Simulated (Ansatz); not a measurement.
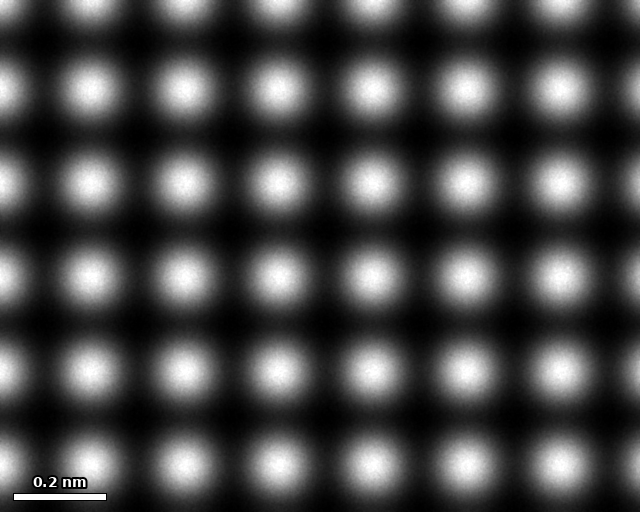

HAADF-like image of Ti. Simulated incoherent Z contrast: every atom adds Z^1.6 spread by a probe of 1.05 Å full width; channelling and multiple scattering are left out. Shot noise was added.

**What two-dimensional lattice does the image show, and how large is its cell?**

The pattern repeats on a square net with a repeat of 2.1 Å.

**What is the plane group of the image?**

p4mm: fourfold points with mirror lines through them along the axes and the diagonals.

**How many columns does the smallest repeating cell hold, and how many levels of brightness?**

1 column in the primitive cell of 4.2 Å², all of one brightness.

The crystal is Ti (Fm-3m, No. 225) seen along [001]. Atomic positions: the geometry given to an electronic-structure calculation, possibly off equilibrium; the starting structure was generated, so it need not be a known form of this composition.
